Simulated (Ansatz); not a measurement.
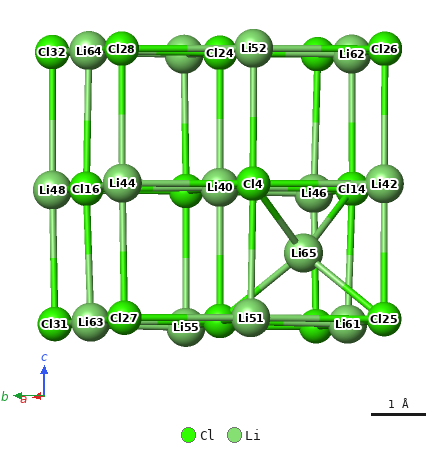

A defect cell of composition Cl$_{32}$Li$_{33}$, before the relaxation. A ball-and-stick model of the atoms within 5.0 Å of the atom that moves most (axes of the cell of the calculation (origin shifted)), seen from a free direction.

These are results of DFT, PBEsol, PAW, plane waves in Ansatz, not measurements.

(plane-wave cutoff 420 eV; k-point mesh 1 × 1 × 1; mesh shifted by (0.25, 0.25, 0.25); collinear spin; atoms relaxed in a fixed cell; force threshold 0.03 eV/Å; at most 80 steps)

```
CELL_PARAMETERS angstrom
10.13271 0.00000 0.00000
0.00000 10.13271 0.00000
0.00000 0.00000 10.13271
ATOMIC_POSITIONS crystal
Cl 0.25044 0.00117 0.00069
Cl 0.24885 0.00035 0.49853
Cl 0.25049 0.50152 0.00231
Cl 0.25198 0.49976 0.50131
Cl 0.74906 0.00090 0.00177
Cl 0.74899 0.00336 0.50170
Cl 0.74686 0.49837 0.00213
Cl 0.75018 0.49765 0.50012
Cl 0.99791 0.24911 0.00081
Cl 0.99716 0.25034 0.50291
Cl 0.00195 0.75045 0.99830
Cl 0.00337 0.74961 0.49848
Cl 0.50070 0.25092 0.99832
Cl 0.50030 0.24600 0.49958
Cl 0.49763 0.75274 0.99943
Cl 0.50001 0.75297 0.49633
Cl 0.00134 0.99828 0.25422
Cl 0.99821 0.99909 0.74821
Cl 0.99971 0.50044 0.24843
Cl 0.00127 0.50224 0.75041
Cl 0.50132 0.99780 0.25082
Cl 0.49613 0.00374 0.74765
Cl 0.49728 0.49868 0.25404
Cl 0.50095 0.49801 0.74880
Cl 0.24790 0.25109 0.25283
Cl 0.24997 0.24913 0.75150
Cl 0.24776 0.74616 0.25225
Cl 0.25024 0.75049 0.74860
Cl 0.75185 0.24965 0.25228
Cl 0.75142 0.24640 0.75397
Cl 0.74771 0.74843 0.25294
Cl 0.75217 0.75226 0.75474
Li 0.00289 0.99729 0.99596
Li 0.99997 0.00087 0.49852
Li 0.00011 0.50025 0.00070
Li 0.99817 0.50029 0.50039
Li 0.50144 0.99512 0.00078
Li 0.50148 0.00174 0.50292
Li 0.49786 0.49849 0.99880
Li 0.49888 0.49874 0.50052
Li 0.25015 0.25167 0.00126
Li 0.24926 0.25054 0.50251
Li 0.24887 0.74978 0.00101
Li 0.24685 0.75040 0.50034
Li 0.75042 0.24677 0.99885
Li 0.75177 0.25397 0.49728
Li 0.74914 0.75216 0.00017
Li 0.74918 0.75275 0.50010
Li 0.25175 0.99669 0.24807
Li 0.25215 0.00033 0.74831
Li 0.24967 0.50491 0.25380
Li 0.24805 0.49988 0.75071
Li 0.75002 0.99718 0.25239
Li 0.75102 0.99902 0.74925
Li 0.74867 0.49838 0.24844
Li 0.75228 0.50108 0.75235
Li 0.99717 0.24950 0.25006
Li 0.99680 0.25230 0.74971
Li 0.00123 0.75164 0.24941
Li 0.99629 0.74960 0.74939
Li 0.50100 0.25484 0.24985
Li 0.49724 0.24785 0.74793
Li 0.49900 0.74472 0.25024
Li 0.50135 0.74788 0.75137
Li 0.37237 0.37241 0.37700
```

Q: Where does the relaxation end?

A: The largest move is that of Li40, 1.20 Å along [1 1 1]. By element the largest moves are Li 1.20 Å, Cl 0.28 Å. The lattice vectors keep their values. Near-neighbour distances that change, for instance: Cl23–Li40 2.498 → 3.617 Å, Cl14–Li40 2.561 → 3.620 Å, Cl25–Li65 2.164 → 3.171 Å, Li42–Li65 2.168 → 2.885 Å. Bonds break: Cl14–Li40 (2.56 → 3.62 Å), Cl23–Li40 (2.50 → 3.62 Å), Cl25–Li65 (2.16 → 3.17 Å), Cl4–Li40 (2.50 → 3.62 Å). Among the angles between lasting bonds that change: Cl8–Li40–Cl24 89.6° → 116.8°, Cl8–Li40–Cl16 90.0° → 116.2°, Cl16–Li40–Cl24 91.1° → 116.1°. The energy falls by 1.517 eV per cell of the calculation in 9 geometry steps. The largest force component goes from 0.81 to 0.0055 eV/Å.

Step by step:

```json
{"step": "0", "E − E(0), meV/atom": "0.00", "largest force component, eV/Å": "0.8051"}
{"step": "1", "E − E(0), meV/atom": "-10.87", "largest force component, eV/Å": "0.3985"}
{"step": "2", "E − E(0), meV/atom": "-16.42", "largest force component, eV/Å": "0.1866"}
{"step": "3", "E − E(0), meV/atom": "-19.34", "largest force component, eV/Å": "0.2311"}
{"step": "4", "E − E(0), meV/atom": "-20.98", "largest force component, eV/Å": "0.3141"}
{"step": "5", "E − E(0), meV/atom": "-21.64", "largest force component, eV/Å": "0.1543"}
{"step": "6", "E − E(0), meV/atom": "-22.70", "largest force component, eV/Å": "0.0806"}
{"step": "7", "E − E(0), meV/atom": "-23.22", "largest force component, eV/Å": "0.0415"}
{"step": "8", "E − E(0), meV/atom": "-23.24", "largest force component, eV/Å": "0.0432"}
{"step": "9", "E − E(0), meV/atom": "-23.34", "largest force component, eV/Å": "0.0055"}
```

The end point in the same view:

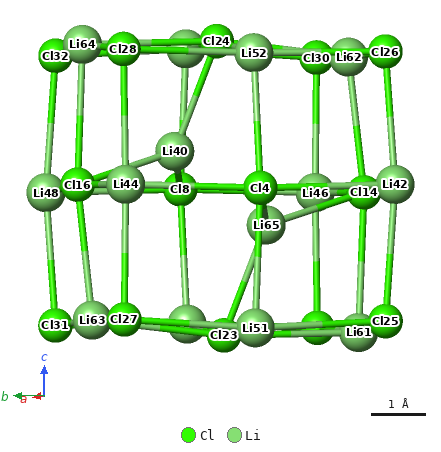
